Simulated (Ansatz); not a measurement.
# armchair SiC nanoribbon (N = 4, H/H2 edges): bands by functional and under strain, part 3 of 4

Aim: is the armchair SiC nanoribbon (N = 4, H/H2 edges) a metal or a semiconductor?

Ansatz 0.2.0; DFT PBE, plane waves, PAW; relaxation of a wire's period (the session's first sound run).

So far, band gap (eV): step 3 (the perfect wire, PBE) 2.45; step 4 (another level of theory, level LDA, cutoff 420 eV, LDA PBE) 2.40; step 5 (another level of theory, level PBEsol, cutoff 420 eV, PBEsol PBE) 2.43; step 6 (levels at the same atoms, level r2SCAN, cutoff 500 eV, r2SCAN PBE) 2.73.

### 7. Another level of theory, level HSE06, cutoff 420 eV

This step: DFT HSE06, plane waves, PAW; levels of a perfect wire at the PBE geometry (Ansatz 0.2.0).

The atoms stay at the PBE geometry and the functional changes. HSE06 mixes in a quarter of short-range exact exchange, which removes part of the self-interaction that closes gaps; it is dear, so the mesh is thinner and no path is run. Against the first PBE run of this kind, the mesh along the wire has 6 points against 15.

Input file input.yaml:

```yaml
crystal:
  lattice:
    - [13.634, 0.0, 0.0]
    - [0.0, 9.32, 0.0]
    - [0.0, 0.0, 5.4051372985]
  atoms:
    - { symbol: Si, position: [0.347482517, 0.5, 0.007301002] }
    - { symbol: Si, position: [0.568609863, 0.5, 0.005961951] }
    - { symbol: C, position: [0.34609591, 0.5, 0.330326285] }
    - { symbol: C, position: [0.57156249, 0.5, 0.332535763] }
    - { symbol: H, position: [0.751882622, 0.628312355, 0.410655581] }
    - { symbol: H, position: [0.751882622, 0.371687645, 0.410655581] }
    - { symbol: H, position: [0.275844961, 0.5, 0.42701655] }
    - { symbol: Si, position: [0.458484954, 0.5, 0.497624275] }
    - { symbol: Si, position: [0.69244678, 0.5, 0.486790108] }
    - { symbol: C, position: [0.457796125, 0.5, 0.831313915] }
    - { symbol: C, position: [0.688200075, 0.5, 0.838394262] }
    - { symbol: H, position: [0.252276498, 0.5, 0.871525306] }
    - { symbol: H, position: [0.729582441, 0.59383857, 0.905769076] }
    - { symbol: H, position: [0.729582441, 0.40616143, 0.905769076] }
kpoints:
  mp_grid: { grid: [1, 1, 6] }
scf:
  occupations: { method: fermi_dirac, width: 0.05 }
hamiltonian:
  xc: hse06
```

The run is started by

```bash
$ ansatz run input.yaml --threads 8 --pin off --max-ram 16384MiB --backend cpu --events-out ev --progress --plain --runs-dir out
```

Numbers of over 12 decimals in the logs are rounded to 6 here.

The program printed:

```text
exact exchange: scf.exx.singularity resolves to wigner_seitz, which cuts the screened interaction at the faces of the exchange supercell's Wigner-Seitz cell, so that each pair interacts once, at the shortest of its separations (the periodic images that this leaves out come, for a point-like exchange hole, to about 0.005 eV on a filled level). The cut falls within the interaction's reach, and what an exchange supercel [...]
[...]
Crystal: 14 atoms, lattice volume = 686.825 Å³
[...]
E sigma→0 (E₀):  -3642.452596 eV
Fermi energy:    -1.966859 eV
[...]
--- Band table (eV) ---
  k-point 0: bands = [... 15 lower, -5.7047, -5.6668, -4.3086, -3.5973, -0.3333]
  k-point 1: bands = [... 15 lower, -5.8829, -5.7455, -4.2628, -3.9959, 0.0682]
  k-point 2: bands = [... 15 lower, -6.1662, -6.1101, -4.7876, -4.1437, -0.0128]
  k-point 3: bands = [... 15 lower, -6.5737, -5.7420, -5.3895, -4.0887, -0.1932]
  guard bands above this table: 13 of the run's 33 bands. The solve was not asked for them (output.publish_guard_bands: true or output.eigenvalues: true publishes all)
[key lines of the parts left out:]
Free energy (F): -3642.452596 eV
```

Run time: 16 s. Hardware: 8 threads of Arm Neoverse V2, shared host; peak memory 1.4 GiB.

The gap is 3.26 eV, against 2.45 eV under PBE at the relaxed period.

### 8. Comparing the runs

Times are for 8 threads of Arm Neoverse V2, shared host. The runs compared:

```csv
no.,level,band gap (eV),time,memory (GiB)
1,LDA,2.395,11 s,1.7
2,PBEsol,2.426,10 s,1.7
3,r2SCAN,2.727,21 s,2.9
4,HSE06,3.264,16 s,1.4
```

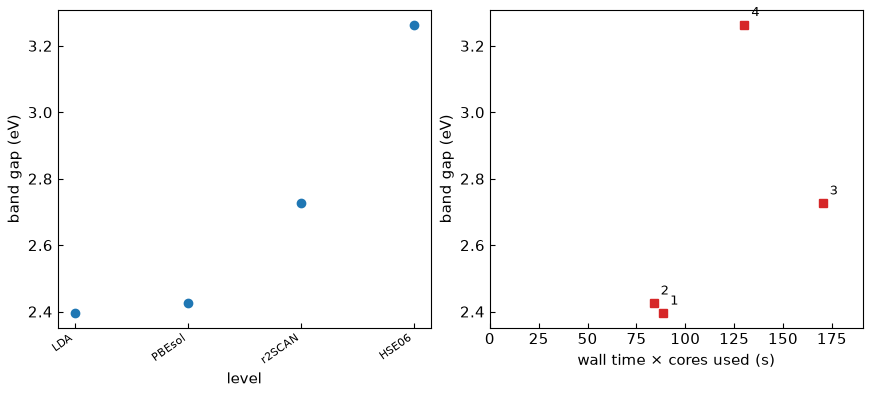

The series as plots; the last panel sets the first result against cost, with the runs numbered as in the table.

### 9. At a strained period, period over the relaxed period 1.1, k-mesh 1×1×11

This step: DFT PBE, plane waves, PAW; relaxation at a fixed period (Ansatz 0.2.0).

The period is set to 1.1 times the relaxed one and the atoms relax within it: strain changes bond lengths and angles, which shifts the bands against each other. Against the first PBE run of this kind, the mesh along the wire has 11 points against 15.

The cell differs from the one that the last finished run ended in (c 5.405 → 5.946 Å).

Input file input.yaml:

```yaml
crystal:
  lattice:
    - [13.634, 0.0, 0.0]
    - [0.0, 9.32, 0.0]
    - [0.0, 0.0, 5.9456510284]
  atoms:
    - { symbol: Si, position: [0.347482517, 0.5, 0.007301002], spin: 0.5 }
    - { symbol: Si, position: [0.568609863, 0.5, 0.005961951] }
    - { symbol: C, position: [0.34609591, 0.5, 0.330326285], spin: 0.5 }
    - { symbol: C, position: [0.57156249, 0.5, 0.332535763] }
    - { symbol: H, position: [0.751882622, 0.628312355, 0.410655581] }
    - { symbol: H, position: [0.751882622, 0.371687645, 0.410655581] }
    - { symbol: H, position: [0.275844961, 0.5, 0.42701655] }
    - { symbol: Si, position: [0.458484954, 0.5, 0.497624275] }
    - { symbol: Si, position: [0.69244678, 0.5, 0.486790108], spin: -0.5 }
    - { symbol: C, position: [0.457796125, 0.5, 0.831313915] }
    - { symbol: C, position: [0.688200075, 0.5, 0.838394262], spin: -0.5 }
    - { symbol: H, position: [0.252276498, 0.5, 0.871525306] }
    - { symbol: H, position: [0.729582441, 0.59383857, 0.905769076] }
    - { symbol: H, position: [0.729582441, 0.40616143, 0.905769076] }
magnetization:
  spin_polarized: true
kpoints:
  mp_grid: { grid: [1, 1, 11] }
  band_path: { path: ["Γ", Z], npoints: 50 }
scf:
  occupations: { method: fermi_dirac, width: 0.05 }
hamiltonian:
  xc: pbe
relax:
  max_steps: 40
  f_tol: 0.02
output:
  stress: true
```

The program printed:

```text
Warning: output.stress: scf.convergence.dr2_threshold = 1e-7 eV (the SCF's general default) is looser than the 1.4e-9 eV advised for a printed stress (1e-10 eV for each atom of the cell: 14). What an SCF threshold leaves in a stress goes as its square root, and in the free energy as the threshold itself, and one threshold admits the most on a small cell: [figures from the program's tests cut] Every solve of this run  [...]
[...]
Crystal: 14 atoms, lattice volume = 755.507 Å³
Basis set: ecut = 420 eV, 14773 PW (Γ), exchange–correlation on 192×128×80 points (8 copies of the dense FFT grid, shifted against one another)
Bands: 34, of which v1, the nominal top of the filled ones, is band 19 counted from 1 (18 counted from 0)
Symmetry: 2 space group operations
[...]
k-points: 6 of 11 (time reversal used)
[...]
Starting moments: Σ|m| = 2 μB on 4 of 14 sites
[...]
SCF iter   1: F=—  HF=-3648.876761 eV  |F-HF|=—  |Δ(HF+E_count)|=         —  Δρ=2.95e-2 (↑2.94e-2 ↓2.95e-2)  dr2=3.70e1  dr2_m=1.82e-1  M=0.000 μB ∫|m|=0.333 μB  β_m=0.30  ethr=3.10e-3  ⟨swp⟩=8.1  Hψ=2556  notcnv=0  defer=14
[...]
SCF iter  16: F=-3638.680656 eV  HF=-3638.680656 eV  |F-HF|=2.51e-9  |Δ(HF+E_count)|=   1.11e-8  Δρ=4.87e-7 (↑4.87e-7 ↓3.75e-7)  dr2=4.35e-9  dr2_m=8.08e-10  M=-0.000 μB ∫|m|=0.000 μB  ethr=2.22e-11  ⟨swp⟩=2.0  Hψ=677  notcnv=0
[...]
SCF 1 converged in 16 iterations: F = -3638.680656 eV  dr2 = 4.35e-9
[...]
relax step   1: F+E_penalty+E_count = -3638.68065584 eV  Δ(F+E_penalty+E_count) = +0.000e0 eV  max|allowed force component| = 1.568e0 eV/Å  Δτ_max = 0.0000 Å  (16 SCF iters, dr2 threshold 1.00e-5 eV, accepted)
[...]
SCF iter   9: F=-3639.153382 eV  HF=-3639.153382 eV  |F-HF|=2.20e-8  |Δ(HF+E_count)|=   1.63e-7  Δρ=1.87e-6 (↑1.87e-6 ↓1.67e-6)  dr2=7.84e-8  dr2_m=8.68e-9  M=-0.000 μB ∫|m|=0.000 μB  ethr=9.44e-10  ⟨swp⟩=1.0  Hψ=971  notcnv=0
[...]
SCF 2 converged in 9 iterations: F = -3639.153382 eV  dr2 = 7.84e-8
[...]
relax step   2: F+E_penalty+E_count = -3639.15338214 eV  Δ(F+E_penalty+E_count) = -4.727e-1 eV  max|allowed force component| = 7.841e-1 eV/Å  Δτ_max = 0.1878 Å  (9 SCF iters, dr2 threshold 1.00e-4 eV, accepted)
SCF iter   1: F=—  HF=-3639.262270 eV  |F-HF|=—  |Δ(HF+E_count)|=         —  Δρ=2.34e-3 (↑2.31e-3 ↓2.34e-3)  dr2=1.41e-1  dr2_m=8.05e-4  M=0.000 μB ∫|m|=0.020 μB  β_m=0.30  ethr=2.55e-3  ⟨swp⟩=4.0  Hψ=1094  notcnv=0  defer=111
[...]
SCF iter   9: F=-3639.226372 eV  HF=-3639.226372 eV  |F-HF|=2.48e-9  |Δ(HF+E_count)|=   5.25e-8  Δρ=7.05e-7 (↑7.05e-7 ↓6.55e-7)  dr2=9.07e-9  dr2_m=1.75e-9  M=-0.000 μB ∫|m|=0.000 μB  ethr=1.42e-10  ⟨swp⟩=1.0  Hψ=980  notcnv=0
[...]
SCF 3 converged in 9 iterations: F = -3639.226372 eV  dr2 = 9.07e-9
[...]
relax step   3: F+E_penalty+E_count = -3639.22637168 eV  Δ(F+E_penalty+E_count) = -7.299e-2 eV  max|allowed force component| = 2.494e-1 eV/Å  Δτ_max = 0.1006 Å  (9 SCF iters, dr2 threshold 3.84e-5 eV, accepted)
[...]
relax step   4: F+E_penalty+E_count = -3639.23064508 eV  Δ(F+E_penalty+E_count) = -4.273e-3 eV  max|allowed force component| = 7.935e-2 eV/Å  Δτ_max = 0.0133 Å  (8 SCF iters, dr2 threshold 6.29e-6 eV, accepted)
[...]
relax step   5: F+E_penalty+E_count = -3639.23107340 eV  Δ(F+E_penalty+E_count) = -4.283e-4 eV  max|allowed force component| = 1.397e-2 eV/Å  Δτ_max = 0.0040 Å  (7 SCF iters, dr2 threshold 6.37e-7 eV, accepted)
[...]
SCF iter   3: F=-3639.231073 eV  HF=-3639.231073 eV  |F-HF|=1.27e-10  |Δ(HF+E_count)|=  1.77e-10  Δρ=8.72e-8 (↑8.72e-8 ↓8.59e-8)  dr2=9.67e-11  dr2_m=2.67e-11  M=0.000 μB ∫|m|=0.000 μB  ethr=1.00e-12  ⟨swp⟩=1.0  Hψ=904  notcnv=0
[...]
SCF 6 converged in 3 iterations: F = -3639.231073 eV  dr2 = 9.67e-11
relax step   6: F+E_penalty+E_count = -3639.23107340 eV  Δ(F+E_penalty+E_count) = -1.244e-9 eV  max|allowed force component| = 1.398e-2 eV/Å  Δτ_max = 0.0000 Å  (3 SCF iters, accepted)
[...]
the band table was solved once a step of the walk had ended and its energy, with any forces and stress, was formed, with the checks that follow a solve (3370 applications of the Hamiltonian). They found nothing against the state; the energy, forces and stress were not computed again (output.eigenvalues in the input reference)
[...]
SCF converged after 3 iterations
Magnetization: 0.0000 μB (19.0000 up, 19.0000 down)
Absolute magnetization: 0.0000 μB (∫|ρ↑−ρ↓|, with the PAW one-centre terms)
[...]
Per-site moments (μB) at R_I (Å): [(-1.496710391945762e-8, 0.615930), (8.86559848636513e-9, 0.756698), (8.876785986765534e-8, 0.451704), (-1.8534395878896958e-7, 0.754093), (5.712377579151169e-8, 0.619165), (5.7123775785665913e-8, 0.619165), (1.0879283836698663e-7, 0.451704), (1.269527243925848e-7, 0.743204), (4.4330656138239674e-9, 0.619165), (-4.266378239737332e-7, 0.749432), (-1.0411459309146251e-7, 0.455179), (-6.309837397477685e-8, 0.615930), (9.195405173368395e-9, 0.455179), (9.195405168567723e-9, 0.455179)]
Free energy (F): -3639.231073 eV
[...]
Internal energy: -3639.231073 eV  (E = F + TS)
E sigma→0 (E₀):  -3639.231073 eV
Fermi energy:    -2.387087 eV
[...]
--- Forces (eV/Å), atoms counted from 1 ---
  atom   1  Si     0.00292620     0.00000000     0.00165839
  atom   2  Si     0.00535377     0.00000000     0.00879858
  atom   3  C      0.01397521     0.00000000     0.00848617
  atom   4  C      0.00310920     0.00000000    -0.00668241
  atom   5  H      0.00138968    -0.00066224    -0.00159592
  atom   6  H      0.00138968     0.00066224    -0.00159592
  atom   7  H     -0.01115884     0.00000000    -0.00730405
  atom   8  Si    -0.00291263     0.00000000     0.00422235
  atom   9  Si    -0.00844976     0.00000000     0.00203933
  atom  10  C     -0.00420644     0.00000000    -0.01031389
  atom  11  C     -0.00010317     0.00000000    -0.00447044
  atom  12  H     -0.00259684     0.00000000     0.00201287
  atom  13  H      0.00064046     0.00453401     0.00237565
  atom  14  H      0.00064046    -0.00453401     0.00237565
  max |Σ_I F_I| component: 6.36e-6 eV/Å
--- Stress (GPa, compression-positive) ---
        0.000496       0.000000      -0.000394
        0.000000       0.011107       0.000000
       -0.000394       0.000000      -4.573483
  P = ⅓ Tr σ = -1.5206 GPa (-15.206 kbar)
--- Band table (eV; the first three rows and the last of 12) ---
  k-point 0 ↑: bands = [... 15 lower, -5.4104, -4.8949, -3.7518, -3.5123, -1.2893, -0.2044, -0.1398, 0.9026, ... 11 higher]
  k-point 1 ↑: bands = [... 15 lower, -5.4762, -4.9224, -3.7472, -3.6128, -1.1558, -0.2457, -0.1295, 0.8990, ... 11 higher]
  k-point 2 ↑: bands = [... 15 lower, -5.6488, -5.0073, -3.8932, -3.6961, -0.8203, -0.3499, -0.0811, 0.7708, ... 11 higher]
  k-point 5 ↓: bands = [... 15 lower, -5.5347, -5.1990, -4.7779, -3.6040, -0.6642, 0.0751, 0.3172, 0.4972, ... 11 higher]
--- Relaxed structure (6 steps of the walk, 6 accepted, 0 SCFs on fresh bases) ---
  F+E_penalty+E_count = -3639.23107340 eV   max|allowed force component| = 1.398e-2 eV/Å
  atoms:
    - { symbol: Si, position: [0.355170, 0.500000, 0.017132] }
    - { symbol: Si, position: [0.567670, 0.500000, 0.00997983] }
    - { symbol: C, position: [0.354632, 0.500000, 0.318494] }
    - { symbol: C, position: [0.570944, 0.500000, 0.322932] }
    - { symbol: H, position: [0.748458, 0.628600, 0.442560] }
    - { symbol: H, position: [0.748458, 0.371400, 0.442560] }
    - { symbol: H, position: [0.280046, 0.500000, 0.386818] }
    - { symbol: Si, position: [0.460902, 0.500000, 0.498612] }
    - { symbol: Si, position: [0.686533, 0.500000, 0.496715] }
    - { symbol: C, position: [0.459411, 0.500000, 0.826778] }
    - { symbol: C, position: [0.681770, 0.500000, 0.827920] }
    - { symbol: H, position: [0.254864, 0.500000, 0.916317] }
    - { symbol: H, position: [0.726436, 0.593550, 0.877412] }
    - { symbol: H, position: [0.726436, 0.406450, 0.877412] }
```

Run time: 46 s. Hardware: 8 threads; peak memory 2.4 GiB.

The steps of the relaxation:

```
step  energy less that of the first step (eV)  largest force component (eV/Å)
   1                                   0.0000                          1.5676
   2                                  -0.4727                          0.7841
   3                                  -0.5457                          0.2494
   4                                  -0.5500                          0.0793
   5                                  -0.5504                          0.0140
   6                                  -0.5504                          0.0140
```

Forces are held to the 2 operations that the run works with; a distortion that breaks them can't arise in this run.

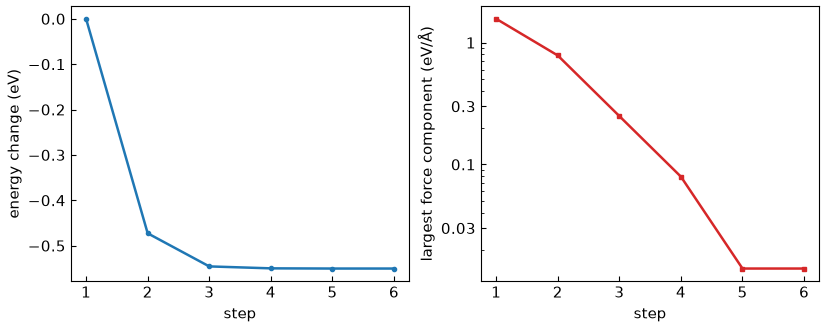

Energy and largest force along the relaxation.

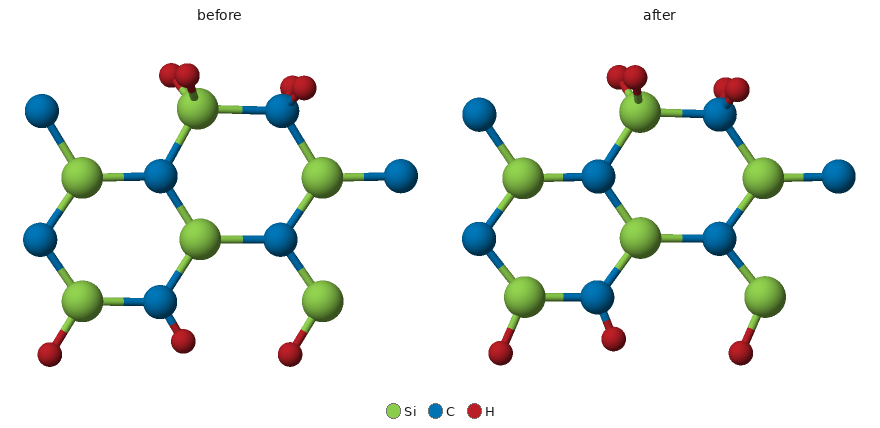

Before and after, at one scale.

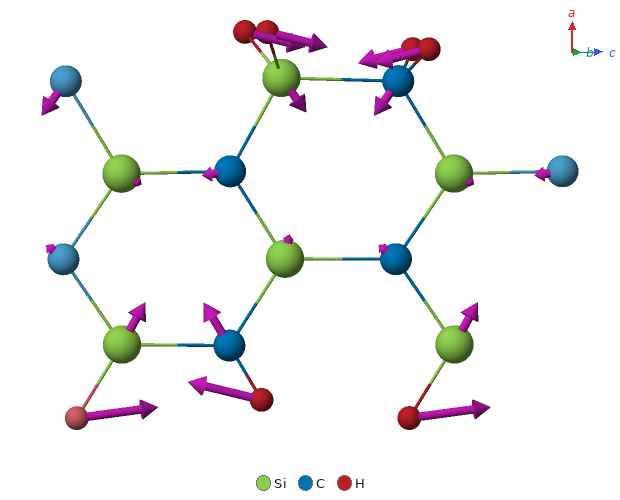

Displacements in the relaxation, exaggerated; the longest in the cell stands for 0.27 Å. Some periodic images of atoms are drawn too.

The atoms that moved most (Å):

| atom | dx | dy | dz | length |
| --- | --- | --- | --- | --- |
| H12 | 0.035 | 0.000 | 0.266 | 0.269 |
| H7 | 0.057 | 0.000 | -0.239 | 0.246 |
| H6 | -0.047 | -0.003 | 0.190 | 0.195 |
| H5 | -0.047 | 0.003 | 0.190 | 0.195 |
| H13 | -0.043 | -0.003 | -0.169 | 0.174 |
| H14 | -0.043 | 0.003 | -0.169 | 0.174 |
| C3 | 0.116 | 0.000 | -0.070 | 0.136 |
| Si1 | 0.105 | 0.000 | 0.058 | 0.120 |

The relaxed structure:

```xyz
14
Lattice="13.6340 0.0000 0.0000 0.0000 9.3200 0.0000 0.0000 0.0000 5.9457" Properties=species:S:1:pos:R:3
Si    4.8424    4.6600    0.1019
Si    7.7396    4.6600    0.0593
C     4.8350    4.6600    1.8937
C     7.7842    4.6600    1.9200
H    10.2045    5.8585    2.6313
H    10.2045    3.4615    2.6313
H     3.8181    4.6600    2.2999
Si    6.2839    4.6600    2.9646
Si    9.3602    4.6600    2.9533
C     6.2636    4.6600    4.9157
C     9.2953    4.6600    4.9225
H     3.4748    4.6600    5.4481
H     9.9042    5.5319    5.2168
H     9.9042    3.7881    5.2168
```

This step gave:

```
band gap : 2.223 eV
```

The electronic bands at the labelled points (eV, zero at the Fermi level):

```
point  up 18  up 19  up 20  up 21  down 18  down 19  down 20  down 21
    Γ  -1.36  -1.13   1.10   2.18    -1.36    -1.13     1.10     2.18
    Z  -2.44  -1.21   1.71   2.46    -2.44    -1.21     1.71     2.46
```

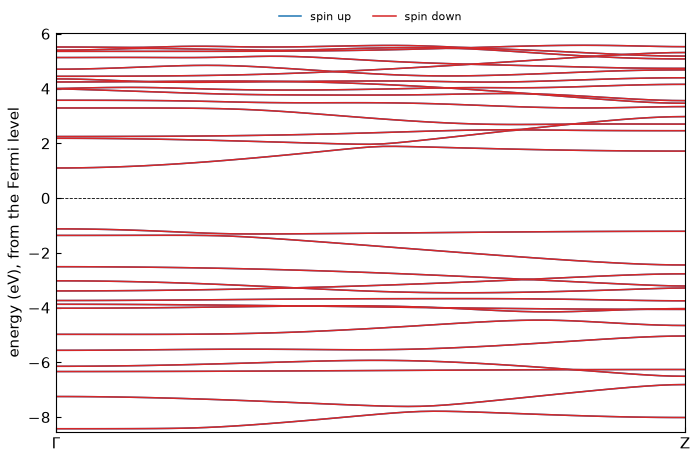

Electronic bands along the path; the two colours are the two spins.

The gap is 2.22 eV, against 2.45 eV under PBE at the relaxed period, with no moment.

(Part 3 of 4 ends here.)

[Logs are printed without paths, hosts, clocks, repeated set-up lines and the standing remarks that a program may print on its own settings, such as how far it seeks lower states.]

[Hosts, paths, dates, database ids (printed as entryN), source tags and the programs' standing remarks are cut or masked in the printed files.]
